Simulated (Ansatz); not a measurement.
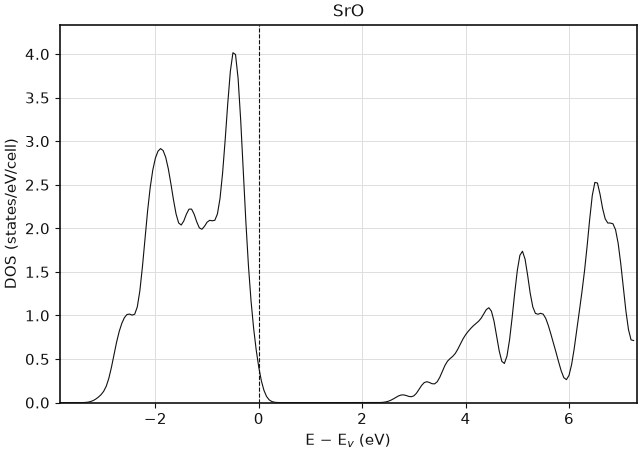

Write a caption that states what the plot shows.

Density of states of SrO, space group Pm-3m, 2 atoms in the cell, CsCl type. Method: DFT, LDA, plane waves, PAW, no spin polarisation, 8×8×8 k mesh (Ansatz 0.2.0). Energies are counted from the top of the valence band. The curve is built from the levels of the k mesh with Gaussians 0.3 eV wide, which also blur the band edges.

There is a gap; over the k points computed it is 2.67 eV. The upper group of valence states starts about 3.0 eV under the valence-band top, with a gap beneath it; it holds about 6 electrons a cell. Within the window shown, the tallest peak of the filled states lies 0.5 eV under the valence-band top, at about 4 states per eV and cell.

The cell is at −6 GPa in this functional.
